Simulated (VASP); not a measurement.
Single-point calculation of GaN (part 2 of 2)

Continued. System: GaN (2 atoms in the cell). Method: DFT, PBE, plane waves, PAW (VASP 6.6.1); cutoff 520 eV, 8×8×8 k-mesh, Fermi–Dirac smearing of 0.02 eV. The structure was built on a prototype by a generator. It belongs to a series of runs on one base structure; here: strained and displaced.

Geometry of the input (Å; fractional positions):
```
0.0529  2.3317  2.3327
2.3219  0.0626  2.3230
2.2842  2.2843  0.1003
Ga 0.9927  0.0116  0.9899
N  0.2449  0.2580  0.2411
```

## Parts of OUTCAR, continued
```
   0.25000000  0.37500000  0.37500000       0.004
   0.37500000  0.37500000  0.37500000       0.004
   0.50000000  0.37500000  0.37500000       0.004
  -0.37500000  0.37500000  0.37500000       0.004
  -0.25000000  0.37500000  0.37500000       0.004
  -0.12500000  0.37500000  0.37500000       0.004
  -0.00000000  0.50000000  0.37500000       0.004
   0.12500000  0.50000000  0.37500000       0.004
   0.25000000  0.50000000  0.37500000       0.004
   0.37500000  0.50000000  0.37500000       0.004
   0.50000000  0.50000000  0.37500000       0.004
  -0.37500000  0.50000000  0.37500000       0.004
  -0.25000000  0.50000000  0.37500000       0.004
  -0.12500000  0.50000000  0.37500000       0.004
   0.00000000 -0.37500000  0.37500000       0.004
   0.12500000 -0.37500000  0.37500000       0.004
   0.25000000 -0.37500000  0.37500000       0.004
   0.37500000 -0.37500000  0.37500000       0.004
   0.50000000 -0.37500000  0.37500000       0.004
  -0.37500000 -0.37500000  0.37500000       0.004
  -0.25000000 -0.37500000  0.37500000       0.004
  -0.12500000 -0.37500000  0.37500000       0.004
   0.00000000 -0.25000000  0.37500000       0.004
   0.12500000 -0.25000000  0.37500000       0.004
   0.25000000 -0.25000000  0.37500000       0.004
   0.37500000 -0.25000000  0.37500000       0.004
   0.50000000 -0.25000000  0.37500000       0.004
  -0.37500000 -0.25000000  0.37500000       0.004
  -0.25000000 -0.25000000  0.37500000       0.004
  -0.12500000 -0.25000000  0.37500000       0.004
  -0.00000000 -0.12500000  0.37500000       0.004
   0.12500000 -0.12500000  0.37500000       0.004
   0.25000000 -0.12500000  0.37500000       0.004
   0.37500000 -0.12500000  0.37500000       0.004
   0.50000000 -0.12500000  0.37500000       0.004
  -0.37500000 -0.12500000  0.37500000       0.004
  -0.25000000 -0.12500000  0.37500000       0.004
  -0.12500000 -0.12500000  0.37500000       0.004
   0.00000000  0.00000000  0.50000000       0.002
   0.12500000 -0.00000000  0.50000000       0.004
   0.25000000 -0.00000000  0.50000000       0.004
   0.37500000 -0.00000000  0.50000000       0.004
   0.50000000 -0.00000000  0.50000000       0.002
   0.00000000  0.12500000  0.50000000       0.004
   0.12500000  0.12500000  0.50000000       0.004
   0.25000000  0.12500000  0.50000000       0.004
   0.37500000  0.12500000  0.50000000       0.004
   0.50000000  0.12500000  0.50000000       0.004
  -0.37500000  0.12500000  0.50000000       0.004
  -0.25000000  0.12500000  0.50000000       0.004
  -0.12500000  0.12500000  0.50000000       0.004
   0.00000000  0.25000000  0.50000000       0.004
   0.12500000  0.25000000  0.50000000       0.004
   0.25000000  0.25000000  0.50000000       0.004
   0.37500000  0.25000000  0.50000000       0.004
   0.50000000  0.25000000  0.50000000       0.004
  -0.37500000  0.25000000  0.50000000       0.004
  -0.25000000  0.25000000  0.50000000       0.004
  -0.12500000  0.25000000  0.50000000       0.004
  -0.00000000  0.37500000  0.50000000       0.004
   0.12500000  0.37500000  0.50000000       0.004
   0.25000000  0.37500000  0.50000000       0.004
   0.37500000  0.37500000  0.50000000       0.004
   0.50000000  0.37500000  0.50000000       0.004
  -0.37500000  0.37500000  0.50000000       0.004
  -0.25000000  0.37500000  0.50000000       0.004
  -0.12500000  0.37500000  0.50000000       0.004
  -0.00000000  0.50000000  0.50000000       0.002
   0.12500000  0.50000000  0.50000000       0.004
   0.25000000  0.50000000  0.50000000       0.004
   0.37500000  0.50000000  0.50000000       0.004
   0.50000000  0.50000000  0.50000000       0.002

 E-fermi :   5.5174

 k-point     1 :       0.0000    0.0000    0.0000
  band No.  band energies     occupation
      1     -10.7416      2.00000
      2      -8.4729      2.00000
      3      -8.4679      2.00000
      4      -8.4619      2.00000
      5      -8.1775      2.00000
      6      -8.1768      2.00000
      7       4.8266      2.00000
      8       4.9801      2.00000
      9       5.0683      2.00000
     10       6.4227      0.00000
     11      14.3764      0.00000
     12      15.1535      0.00000
     13      15.8388      0.00000
     14      22.0303      0.00000
     15      23.3007      0.00000
     16      23.6265      0.00000

 k-point     2 :       0.1250    0.0000    0.0000
  band No.  band energies     occupation
      1     -10.5850      2.00000
      2      -8.4525      2.00000
      3      -8.4486      2.00000
      4      -8.3960      2.00000
      5      -8.1796      2.00000
      6      -8.1770      2.00000
      7       3.4117      2.00000
      8       4.7145      2.00000
      9       4.9004      2.00000
     10       7.5918      0.00000
     11      14.2908      0.00000
     12      14.8931      0.00000
     13      15.9476      0.00000
     14      21.5454      0.00000
     15      22.1055      0.00000
     16      22.4444      0.00000

 k-point     3 :       0.2500    0.0000    0.0000
  band No.  band energies     occupation
      1     -10.2449      2.00000
      2      -8.4157      2.00000
      3      -8.4098      2.00000
      4      -8.1820      2.00000
      5      -8.1691      2.00000
      6      -8.0803      2.00000
      7       1.1447      2.00000
      8       4.3960      2.00000
      9       4.5348      2.00000
     10       8.7703      0.00000
     11      13.5600      0.00000
     12      15.1623      0.00000
     13      16.0551      0.00000
     14      20.7518      0.00000
     15      21.1302      0.00000
     16      22.1808      0.00000

 k-point     4 :       0.3750   -0.0000   -0.0000
  band No.  band energies     occupation
      1     -10.0007      2.00000
      2      -8.3980      2.00000
      3      -8.3854      2.00000
      4      -8.1586      2.00000
      5      -8.1406      2.00000
      6      -7.4090      2.00000
      7      -0.9325      2.00000
      8       4.1140      2.00000
      9       4.2065      2.00000
     10       9.2874      0.00000
     11      13.3928      0.00000
     12      15.0540      0.00000
     13      15.7890      0.00000
     14      20.3461      0.00000
     15      22.2374      0.00000
     16      23.6573      0.00000

 k-point     5 :       0.5000    0.0000    0.0000
  band No.  band energies     occupation
      1      -9.9330      2.00000
      2      -8.3957      2.00000
      3      -8.3806      2.00000
      4      -8.1449      2.00000
      5      -8.1235      2.00000
      6      -6.9229      2.00000
      7      -1.9050      2.00000
      8       4.0040      2.00000
      9       4.0805      2.00000
     10       9.3766      0.00000
     11      13.4477      0.00000
     12      14.9185      0.00000
     13      15.6192      0.00000
     14      20.3852      0.00000
     15      23.4708      0.00000
     16      25.0138      0.00000

 [... the levels of 254 k-points are left out ...]

 k-point   260 :       0.5000    0.5000    0.5000
  band No.  band energies     occupation
      1      -9.9701      2.00000
      2      -8.4079      2.00000
      3      -8.3988      2.00000
      4      -8.1473      2.00000
      5      -8.1384      2.00000
      6      -7.1023      2.00000
      7      -1.9440      2.00000
      8       4.2045      2.00000
      9       4.2636      2.00000
     10       9.7505      0.00000
     11      13.3016      0.00000
     12      15.4045      0.00000
     13      15.8432      0.00000
     14      20.6852      0.00000
     15      23.9221      0.00000
     16      24.6786      0.00000

  Total        0.0496456      0.0537677      0.0759513     -0.0645629     -1.1973874     -1.0719050
  in kB        3.3721061      3.6520937      5.1588822     -4.3853394    -81.3308052    -72.8075984
  external PRESSURE =       4.0610273 kB  Pullay stress =       0.0000000 kB

 POSITION                                       TOTAL-FORCE (eV/Angst)
 -----------------------------------------------------------------------------------
      2.34058      4.57663      2.44191         0.270164      0.356386     -0.099392
      1.16273      1.13793      1.19479        -0.270164     -0.356386      0.099392
 -----------------------------------------------------------------------------------
    total drift:                                0.000099      0.000178      0.000049

  FREE ENERGIE OF THE ION-ELECTRON SYSTEM (eV)
  ---------------------------------------------------
  free  energy   TOTEN  =       -12.1019051666 eV

  energy  without entropy=      -12.1019051666  energy(sigma->0) =      -12.10190517
```

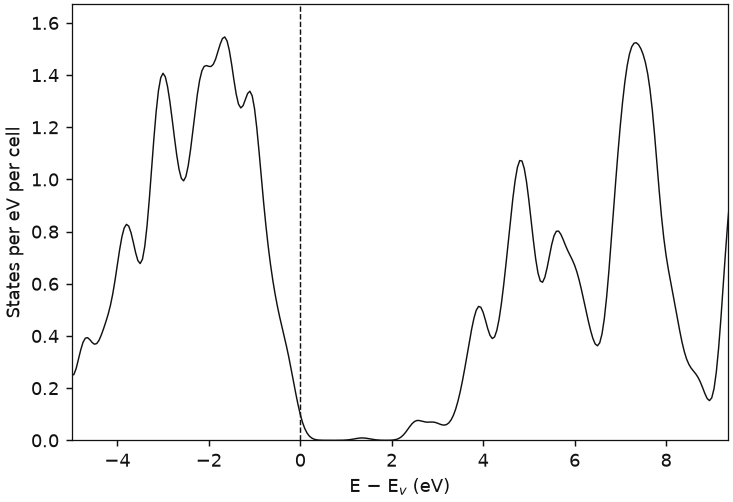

*Density of states (the curve is built from the levels of the k mesh with Gaussians 0.4 eV wide, which also blur the band edges), with energies from the valence-band top.*

There is a gap of 1.35 eV on the k-point mesh. Small ripples come from the finite k-point mesh.

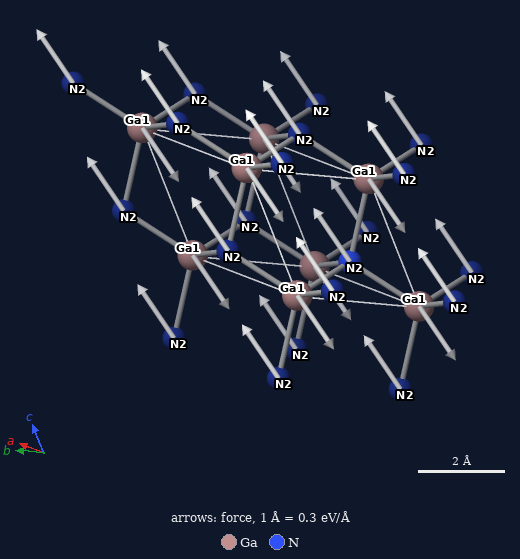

*Forces on the atoms as white arrows (ball-and-stick view of the reduced cell, seen at an oblique angle; neighbours outside the cell are drawn fainter; atoms are numbered from 1 in the order of the input).*

The largest act on Ga1 (0.46 eV/Å); N2 (0.46 eV/Å). The geometry is not a stationary point of this energy.

## Summary

| quantity | value |
| --- | --- |
| outcome | converged |
| space group (tolerance 0.01 Å) | P1 (1) |
| electrons treated | 18 |
| free energy | −12.1019 eV |
| Fermi energy | 5.517 eV |
| band gap | 1.35 eV |
| pressure | 0.41 GPa |
| largest force (length of the vector) | 0.458 eV/Å |
| hardware | 1 CPU thread, shared host |
| wall time | 34 s |
| peak memory | 0.22 GiB |
